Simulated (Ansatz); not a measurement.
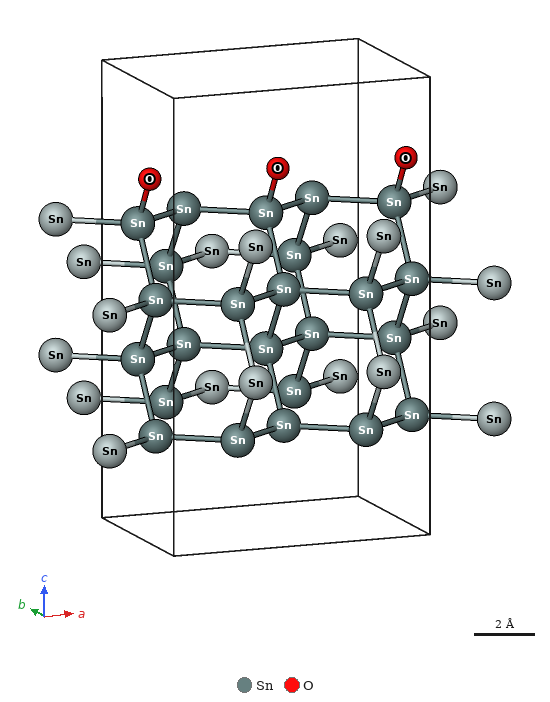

Fig. 1: The input geometry (ball-and-stick view of the 2 × 1 repeat of the cell, with the vacuum cut short, seen slightly off an axis; neighbours outside the cell are drawn fainter). An atom can appear more than once, as a periodic image. Near neighbours in the periodic cell (some may lie outside the picture): Sn has 3 Sn at 2.83 Å; Sn has 4 Sn at 2.83 to 2.87 Å; Sn has 1 O at 2.05 Å and 3 Sn at 2.83 Å; O has 1 Sn at 2.05 Å.

# Sn8O: geometry relaxation (part 1 of 2)

The run: geometry relaxation of Sn8O (slab, 9 atoms in the cell). Method and program: DFT PBEsol, scalar-relativistic, plane waves, PAW, no spin polarisation (Ansatz 0.2.0).

The structure derives from an entry of the Crystallography Open Database. The input holds or restrains some coordinates. Forces given for the steps count only the free coordinates. It belongs to a series of runs on one base structure; here: O over the place (0/6, 5/6) of the surface cell, its height relaxed.

### The program's output
```
Engine: ansatz 0.2.0, x86_64-unknown-linux-gnu
Pseudopotentials: kind: paw
Pseudopotential: Sn, paw, valence charge 14, recommended cutoff 420 eV (normal), Sn.paw.azcp
Pseudopotential: O, paw, valence charge 6, recommended cutoff 420 eV (normal), O.paw.azcp
Functional definition: PBEsol
  exchange = pbesol_x
  correlation = pbesol_c
Crystal: 9 atoms, lattice volume = 784.856 Å³
Basis set: ecut = 420 eV, 15333 PW (Γ), exchange–correlation on 64×90×360 points (8 copies of the dense FFT grid, shifted against one another)
Bands: 71, of which v1, the nominal top of the filled ones, is band 59 counted from 1 (58 counted from 0)
Symmetry: 2 space group operations
Space group: Pm (ITA 6), of the structure as read, at distance tolerance 9.2e-5 Å
k-points: 12 of 30 (time reversal used)
Non-local potential: Sn, projectors of the file, l = 0: 2, l = 1: 2, l = 2: 2, l = 3: 2
Non-local potential: O, projectors of the file, l = 0: 2, l = 1: 2, l = 2: 1
PAW form: soft (Blöchl's): semilocal exchange-correlation on the pseudo side does not see the compensation charge
PAW frozen core: Sn, regenerated for the run's functional, and the local potential with it (the file was generated under x = pbe(κ = 0.804, μ = 0.2195149727645171), c = pbe(β = 0.06672455060314922))
PAW frozen core: O, regenerated for the run's functional, and the local potential with it (the file was generated under x = pbe(κ = 0.804, μ = 0.2195149727645171), c = pbe(β = 0.06672455060314922))
PAW one-centre angular grid: Sn, 590 points (default); XC on 64 Gauss nodes
PAW one-centre angular grid: O, 110 points (default); XC on 64 Gauss nodes
Initial density: superposition of atomic densities (neutral atoms: chi_scale 0, normalization atom), corrected by the library's trained network
Initial wavefunctions: pseudopotential atomic-orbital guess
Functional: x = pbesol(κ = 0.804, μ = 0.12345679012345678), c = pbesol(β = 0.046)
SCF iter   1: F=—  HF=-48153.671425 eV  |F-HF|=—  |Δ(HF+E_count)|=         —  Δρ=2.24e-2  dr2=2.41e1  ethr=1.77e-3  p=-0.535 e·Å  D=-1.23e-1 V/Å  ΔV_dip=3.20 eV  dr2_dipole=1.08e1  V_vac-E_F(+/−)=7.46/4.27 eV  ⟨swp⟩=9.3  Hψ=3735  notcnv=0  defer=4
efield: sawtooth ramp at fractional position 0.9757 (placed from the atoms, in the widest stretch of the axis that holds none; the zero of the levels goes with the place), width 0.0400; the density the first Hamiltonian is built on has a dipole p = -0.535 e·Å; the dipole correction subtracts the counter field D = -1.23e-1 V/Å, which shifts the + side's vacuum level by +3.20 eV against the − side's; the planar-averaged density in the ramp window peaks in size at 4.0e-6 e/Å³
preconditioner: auto → LDOS  [metal: Δε(μ)=0.049 eV  Ē_g=18.310 eV  σ=0.100 eV  W_gap=0.27  n_scr=118 (ndim 8)  ℏωp=14.4 eV  f_vac=0.588  D(μ)=12.00/eV (n_scr^D=48)  β→1.0]
SCF iter   2: F=—  HF=-48153.160526 eV  |F-HF|=—  |Δ(HF+E_count)|=   5.11e-1  Δρ=7.39e-3  dr2=4.34e-1  ethr=1.77e-3  p=-0.447 e·Å  D=-1.03e-1 V/Å  ΔV_dip=2.67 eV  dr2_dipole=1.25e-3  V_vac-E_F(+/−)=7.13/4.46 eV  ⟨swp⟩=2.8  Hψ=1131  notcnv=0  defer=51
SCF iter   3: F=—  HF=-48153.242065 eV  |F-HF|=—  |Δ(HF+E_count)|=   8.15e-2  Δρ=4.79e-3  dr2=3.97e-1  ethr=3.68e-4  p=-0.443 e·Å  D=-1.02e-1 V/Å  ΔV_dip=2.65 eV  dr2_dipole=1.04e-1  V_vac-E_F(+/−)=7.06/4.42 eV  ⟨swp⟩=2.2  Hψ=1563  notcnv=0  defer=51
SCF iter   4: F=—  HF=-48153.242344 eV  |F-HF|=—  |Δ(HF+E_count)|=   2.79e-4  Δρ=1.63e-3  dr2=4.76e-2  ethr=3.36e-4  p=-0.434 e·Å  D=-1.00e-1 V/Å  ΔV_dip=2.60 eV  dr2_dipole=1.61e-3  V_vac-E_F(+/−)=7.02/4.42 eV  ⟨swp⟩=1.5  Hψ=811  notcnv=0  defer=51
SCF iter   5: F=—  HF=-48153.255906 eV  |F-HF|=—  |Δ(HF+E_count)|=   1.36e-2  Δρ=5.72e-4  dr2=4.42e-3  ethr=4.04e-5  p=-0.430 e·Å  D=-9.91e-2 V/Å  ΔV_dip=2.57 eV  dr2_dipole=3.76e-4  V_vac-E_F(+/−)=6.98/4.41 eV  ⟨swp⟩=1.3  Hψ=805  notcnv=0  defer=51
SCF iter   6: F=—  HF=-48153.255671 eV  |F-HF|=—  |Δ(HF+E_count)|=   2.35e-4  Δρ=1.90e-4  dr2=4.96e-4  ethr=3.75e-6  p=-0.429 e·Å  D=-9.90e-2 V/Å  ΔV_dip=2.57 eV  dr2_dipole=4.19e-5  V_vac-E_F(+/−)=6.98/4.41 eV  ⟨swp⟩=2.0  Hψ=1494  notcnv=0  defer=51
SCF iter   7: F=—  HF=-48153.255758 eV  |F-HF|=—  |Δ(HF+E_count)|=   8.72e-5  Δρ=3.53e-5  dr2=2.49e-5  ethr=4.20e-7  p=-0.430 e·Å  D=-9.90e-2 V/Å  ΔV_dip=2.57 eV  dr2_dipole=3.20e-6  V_vac-E_F(+/−)=6.98/4.41 eV  ⟨swp⟩=2.8  Hψ=1405  notcnv=0  defer=51
SCF iter   8: F=-48153.255753 eV  HF=-48153.255760 eV  |F-HF|=7.09e-6  |Δ(HF+E_count)|=   1.72e-6  Δρ=1.73e-5  dr2=9.16e-6  ethr=8.47e-9  p=-0.430 e·Å  D=-9.91e-2 V/Å  ΔV_dip=2.57 eV  dr2_dipole=3.03e-6  V_vac-E_F(+/−)=6.98/4.41 eV  ⟨swp⟩=25.6  Hψ=9011  notcnv=0
SCF 1 converged in 8 iterations: F = -48153.255753 eV  dr2 = 9.16e-6
  Residual-converged pass: ⟨swp⟩=1.0  Hψ=900  notcnv=0  max |occ|·‖R‖ = 7.1e-9 eV (tolerance 1.0e-8 eV)  dr2=9.16e-6  dr2_onsite=1.59e-7  max |Δocc| = 5.7e-11
  greatest PAW one-centre occupation: 0.992 electrons in one spin orbital (limit 2), on the Sn atom at site 6 (counted from 0), in its partial waves of l = 2
relax step   1: F+E_penalty+E_count = -48153.25575312 eV  Δ(F+E_penalty+E_count) = +0.000e0 eV  max|allowed force component| = 2.651e0 eV/Å  Δτ_max = 0.0000 Å  (8 SCF iters, dr2 threshold 1.00e-5 eV, accepted)
Initial density: handed on by an earlier stage of this run
Initial wavefunctions: those handed on with the density
iter 1 solved again at ethr=1.43e-3 eV; its pass at ethr=3.10e-3 eV (dr2=1.69e0 eV) is discarded
SCF iter   1: F=—  HF=-48153.718163 eV  |F-HF|=—  |Δ(HF+E_count)|=         —  Δρ=1.15e-2  dr2=1.71e0  ethr=1.43e-3  p=-0.430 e·Å  D=-9.91e-2 V/Å  ΔV_dip=2.57 eV  dr2_dipole=3.57e-1  V_vac-E_F(+/−)=7.04/4.47 eV  ⟨swp⟩=1.0  Hψ=2623  notcnv=0  defer=39
efield: sawtooth ramp at fractional position 0.9757 (handed on by an earlier solve), width 0.0400; the density the first Hamiltonian is built on has a dipole p = -0.430 e·Å; the dipole correction subtracts the counter field D = -9.91e-2 V/Å, which shifts the + side's vacuum level by +2.57 eV against the − side's; the planar-averaged density in the ramp window peaks in size at 3.7e-7 e/Å³
preconditioner: auto → LDOS  [metal: Δε(μ)=0.046 eV  Ē_g=18.431 eV  σ=0.100 eV  W_gap=0.25  n_scr=118 (ndim 8)  ℏωp=14.4 eV  f_vac=0.591  D(μ)=8.23/eV (n_scr^D=30)  β→1.0]
SCF iter   2: F=—  HF=-48153.560443 eV  |F-HF|=—  |Δ(HF+E_count)|=   1.58e-1  Δρ=2.66e-3  dr2=2.68e-2  ethr=1.43e-3  p=-0.372 e·Å  D=-8.57e-2 V/Å  ΔV_dip=2.22 eV  dr2_dipole=1.23e-3  V_vac-E_F(+/−)=6.64/4.41 eV  ⟨swp⟩=2.0  Hψ=1110  notcnv=0  defer=39
SCF iter   3: F=—  HF=-48153.589058 eV  |F-HF|=—  |Δ(HF+E_count)|=   2.86e-2  Δρ=1.17e-3  dr2=1.74e-2  ethr=2.27e-5  p=-0.388 e·Å  D=-8.94e-2 V/Å  ΔV_dip=2.32 eV  dr2_dipole=2.71e-3  V_vac-E_F(+/−)=6.73/4.41 eV  ⟨swp⟩=2.0  Hψ=1686  notcnv=0  defer=50
SCF iter   4: F=—  HF=-48153.587825 eV  |F-HF|=—  |Δ(HF+E_count)|=   1.23e-3  Δρ=2.36e-4  dr2=6.90e-4  ethr=1.48e-5  p=-0.386 e·Å  D=-8.89e-2 V/Å  ΔV_dip=2.31 eV  dr2_dipole=4.58e-5  V_vac-E_F(+/−)=6.71/4.41 eV  ⟨swp⟩=2.0  Hψ=1421  notcnv=0  defer=50
SCF iter   5: F=—  HF=-48153.587938 eV  |F-HF|=—  |Δ(HF+E_count)|=   1.13e-4  Δρ=8.78e-5  dr2=1.40e-4  ethr=5.85e-7  p=-0.387 e·Å  D=-8.92e-2 V/Å  ΔV_dip=2.31 eV  dr2_dipole=1.04e-6  V_vac-E_F(+/−)=6.72/4.41 eV  ⟨swp⟩=2.0  Hψ=1457  notcnv=0  defer=50
SCF iter   6: F=-48153.587926 eV  HF=-48153.587961 eV  |F-HF|=3.50e-5  |Δ(HF+E_count)|=   2.27e-5  Δρ=3.51e-5  dr2=4.15e-5  ethr=8.47e-8  p=-0.387 e·Å  D=-8.93e-2 V/Å  ΔV_dip=2.32 eV  dr2_dipole=7.32e-6  V_vac-E_F(+/−)=6.72/4.41 eV  ⟨swp⟩=22.1  Hψ=8815  notcnv=0
SCF 2 converged in 6 iterations: F = -48153.587926 eV  dr2 = 4.15e-5
relax step   2: F+E_penalty+E_count = -48153.58792604 eV  Δ(F+E_penalty+E_count) = -3.322e-1 eV  max|allowed force component| = 4.337e-1 eV/Å  Δτ_max = 0.1950 Å  (6 SCF iters, dr2 threshold 1.00e-4 eV, accepted)
SCF iter   1: F=—  HF=-48153.596243 eV  |F-HF|=—  |Δ(HF+E_count)|=         —  Δρ=1.80e-3  dr2=4.12e-2  ethr=3.41e-4  p=-0.387 e·Å  D=-8.93e-2 V/Å  ΔV_dip=2.32 eV  dr2_dipole=8.04e-3  V_vac-E_F(+/−)=6.73/4.41 eV  ⟨swp⟩=2.0  Hψ=1392  notcnv=0  defer=42
efield: sawtooth ramp at fractional position 0.9757 (handed on by an earlier solve), width 0.0400; the density the first Hamiltonian is built on has a dipole p = -0.387 e·Å; the dipole correction subtracts the counter field D = -8.93e-2 V/Å, which shifts the + side's vacuum level by +2.32 eV against the − side's; the planar-averaged density in the ramp window peaks in size at 4.1e-7 e/Å³
preconditioner: auto → LDOS  [metal: Δε(μ)=0.037 eV  Ē_g=18.424 eV  σ=0.100 eV  W_gap=0.20  n_scr=118 (ndim 8)  ℏωp=14.4 eV  f_vac=0.592  D(μ)=8.32/eV (n_scr^D=34)  β→1.0]
SCF iter   2: F=—  HF=-48153.591661 eV  |F-HF|=—  |Δ(HF+E_count)|=   4.58e-3  Δρ=4.56e-4  dr2=1.61e-3  ethr=3.49e-5  p=-0.379 e·Å  D=-8.74e-2 V/Å  ΔV_dip=2.27 eV  dr2_dipole=5.04e-4  V_vac-E_F(+/−)=6.67/4.41 eV  ⟨swp⟩=2.0  Hψ=1198  notcnv=0  defer=47
SCF iter   3: F=—  HF=-48153.593101 eV  |F-HF|=—  |Δ(HF+E_count)|=   1.44e-3  Δρ=2.54e-4  dr2=9.46e-4  ethr=1.37e-6  p=-0.381 e·Å  D=-8.78e-2 V/Å  ΔV_dip=2.28 eV  dr2_dipole=1.85e-4  V_vac-E_F(+/−)=6.68/4.40 eV  ⟨swp⟩=2.1  Hψ=1395  notcnv=0  defer=47
SCF iter   4: F=—  HF=-48153.593072 eV  |F-HF|=—  |Δ(HF+E_count)|=   2.97e-5  Δρ=5.33e-5  dr2=3.86e-5  ethr=8.02e-7  p=-0.380 e·Å  D=-8.76e-2 V/Å  ΔV_dip=2.27 eV  dr2_dipole=6.90e-6  V_vac-E_F(+/−)=6.68/4.40 eV  ⟨swp⟩=2.0  Hψ=1249  notcnv=0  defer=47
SCF iter   5: F=-48153.593085 eV  HF=-48153.593085 eV  |F-HF|=7.24e-7  |Δ(HF+E_count)|=   1.37e-5  Δρ=1.76e-5  dr2=6.02e-6  ethr=9.96e-9  p=-0.380 e·Å  D=-8.77e-2 V/Å  ΔV_dip=2.27 eV  dr2_dipole=4.63e-7  V_vac-E_F(+/−)=6.68/4.40 eV  ⟨swp⟩=21.2  Hψ=9774  notcnv=0
SCF 3 converged in 5 iterations: F = -48153.593085 eV  dr2 = 6.02e-6
relax step   3: F+E_penalty+E_count = -48153.59308453 eV  Δ(F+E_penalty+E_count) = -5.158e-3 eV  max|allowed force component| = 1.007e-1 eV/Å  Δτ_max = 0.0299 Å  (5 SCF iters, dr2 threshold 1.18e-5 eV, accepted)
SCF iter   1: F=—  HF=-48153.593501 eV  |F-HF|=—  |Δ(HF+E_count)|=         —  Δρ=3.36e-4  dr2=1.40e-3  ethr=1.16e-5  p=-0.380 e·Å  D=-8.77e-2 V/Å  ΔV_dip=2.27 eV  dr2_dipole=2.45e-4  V_vac-E_F(+/−)=6.68/4.40 eV  ⟨swp⟩=2.0  Hψ=1292  notcnv=0
efield: sawtooth ramp at fractional position 0.9757 (handed on by an earlier solve), width 0.0400; the density the first Hamiltonian is built on has a dipole p = -0.380 e·Å; the dipole correction subtracts the counter field D = -8.77e-2 V/Å, which shifts the + side's vacuum level by +2.27 eV against the − side's; the planar-averaged density in the ramp window peaks in size at 4.1e-7 e/Å³
preconditioner: auto → LDOS  [metal: Δε(μ)=0.053 eV  Ē_g=18.418 eV  σ=0.100 eV  W_gap=0.29  n_scr=118 (ndim 8)  ℏωp=14.4 eV  f_vac=0.592  D(μ)=8.28/eV (n_scr^D=34)  β→1.0]
SCF iter   2: F=—  HF=-48153.593290 eV  |F-HF|=—  |Δ(HF+E_count)|=   2.11e-4  Δρ=8.90e-5  dr2=3.59e-5  ethr=1.19e-6  p=-0.382 e·Å  D=-8.80e-2 V/Å  ΔV_dip=2.28 eV  dr2_dipole=6.52e-6  V_vac-E_F(+/−)=6.69/4.40 eV  ⟨swp⟩=2.0  Hψ=1202  notcnv=0
SCF iter   3: F=—  HF=-48153.593354 eV  |F-HF|=—  |Δ(HF+E_count)|=   6.40e-5  Δρ=4.73e-5  dr2=2.83e-5  ethr=3.04e-8  p=-0.382 e·Å  D=-8.80e-2 V/Å  ΔV_dip=2.28 eV  dr2_dipole=4.12e-6  V_vac-E_F(+/−)=6.69/4.40 eV  ⟨swp⟩=2.0  Hψ=1325  notcnv=0
SCF iter   4: F=—  HF=-48153.593355 eV  |F-HF|=—  |Δ(HF+E_count)|=   1.51e-6  Δρ=8.00e-6  dr2=6.47e-7  ethr=2.40e-8  p=-0.382 e·Å  D=-8.80e-2 V/Å  ΔV_dip=2.28 eV  dr2_dipole=5.47e-8  V_vac-E_F(+/−)=6.69/4.40 eV  ⟨swp⟩=2.0  Hψ=1174  notcnv=0
SCF iter   5: F=-48153.593358 eV  HF=-48153.593357 eV  |F-HF|=5.13e-7  |Δ(HF+E_count)|=   2.03e-6  Δρ=2.35e-6  dr2=5.86e-8  ethr=5.37e-10  p=-0.382 e·Å  D=-8.80e-2 V/Å  ΔV_dip=2.28 eV  dr2_dipole=3.14e-11  V_vac-E_F(+/−)=6.69/4.40 eV  ⟨swp⟩=17.9  Hψ=7674  notcnv=0
SCF 4 converged in 5 iterations: F = -48153.593358 eV  dr2 = 5.86e-8
relax step   4: F+E_penalty+E_count = -48153.59335784 eV  Δ(F+E_penalty+E_count) = -2.733e-4 eV  max|allowed force component| = 1.162e-3 eV/Å  Δτ_max = 0.0054 Å  (5 SCF iters, dr2 threshold 6.34e-7 eV, accepted)
iter 1 solved again at ethr=4.50e-11 eV; its pass at ethr=3.10e-3 eV (dr2=5.31e-8 eV) is discarded
SCF iter   1: F=—  HF=-48153.593402 eV  |F-HF|=—  |Δ(HF+E_count)|=         —  Δρ=2.25e-6  dr2=5.32e-8  ethr=4.50e-11  p=-0.382 e·Å  D=-8.80e-2 V/Å  ΔV_dip=2.28 eV  dr2_dipole=7.47e-10  V_vac-E_F(+/−)=6.69/4.40 eV  ⟨swp⟩=1.0  Hψ=2064  notcnv=0
efield: sawtooth ramp at fractional position 0.9757 (handed on by an earlier solve), width 0.0400; the density the first Hamiltonian is built on has a dipole p = -0.382 e·Å; the dipole correction subtracts the counter field D = -8.80e-2 V/Å, which shifts the + side's vacuum level by +2.28 eV against the − side's; the planar-averaged density in the ramp window peaks in size at 4.1e-7 e/Å³
preconditioner: auto → LDOS  [metal: Δε(μ)=0.050 eV  Ē_g=18.419 eV  σ=0.100 eV  W_gap=0.27  n_scr=118 (ndim 8)  ℏωp=14.4 eV  f_vac=0.592  D(μ)=8.29/eV (n_scr^D=34)  β→1.0]
SCF iter   2: F=-48153.593358 eV  HF=-48153.593358 eV  |F-HF|=4.75e-9  |Δ(HF+E_count)|=   4.37e-5  Δρ=1.82e-6  dr2=3.61e-8  ethr=4.50e-11  p=-0.382 e·Å  D=-8.80e-2 V/Å  ΔV_dip=2.28 eV  dr2_dipole=1.41e-9  V_vac-E_F(+/−)=6.69/4.40 eV  ⟨swp⟩=12.0  Hψ=6568  notcnv=0
SCF 5 converged in 2 iterations: F = -48153.593358 eV  dr2 = 3.61e-8
relax step   5: F+E_penalty+E_count = -48153.59335785 eV  Δ(F+E_penalty+E_count) = -1.111e-8 eV  max|allowed force component| = 1.249e-3 eV/Å  Δτ_max = 0.0000 Å  (2 SCF iters, accepted)
```

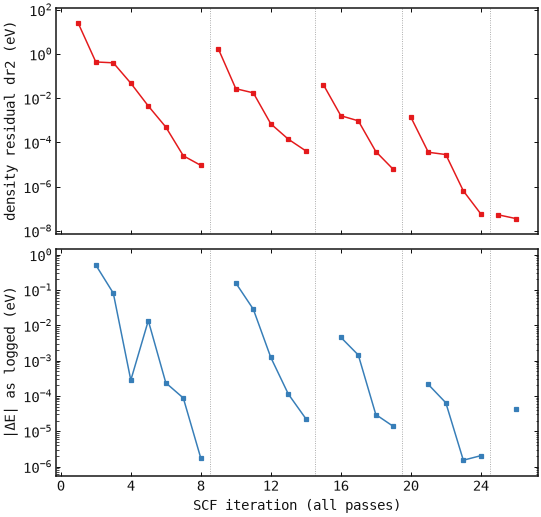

Fig. 2: Convergence of the self-consistent field: density residual dr2 and size of the energy change against the SCF iteration. The dotted lines part the SCF passes of the relaxation: geometry steps, rejected trials and re-solves on a re-selected basis. The 5 passes take 2 to 8 iterations each, 26 in all.

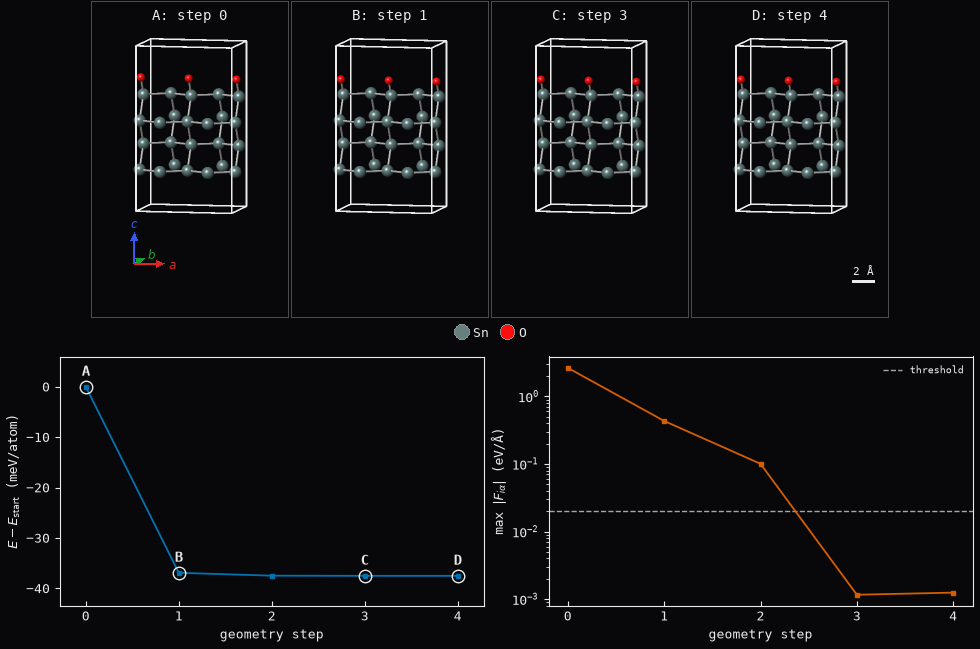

Fig. 3: Frames of the restrained relaxation (ball-and-stick view of the 2 × 1 repeat of the cell, with the vacuum cut short, seen slightly off an axis) above the curves, on which the letters mark them (the first geometry is step 0 here and step 1 in the log).

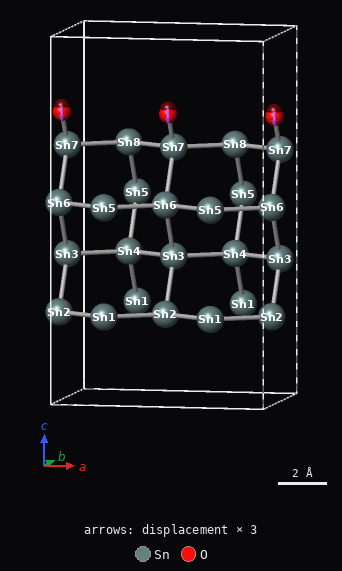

Fig. 4: Start (faint) and end (solid) with the displacements as pink arrows, magnified 3 times (ball-and-stick view of the 2 × 1 repeat of the cell, with the vacuum cut short, seen slightly off an axis). The energy falls by 37.5 meV per atom in 4 geometry steps. Largest force component: 2.7 eV/Å at the start, 0.0012 eV/Å at the end. The atom that moves furthest is O9 (0.22 Å). Sn stays in place. The cell stays as it was. Distances before and after: Sn7–O9 2.053 → 1.871 Å. Among the angles that change: Sn6–Sn7–O9 112.6° → 109.0°. (Atoms are counted from 1 in the order of the input.)
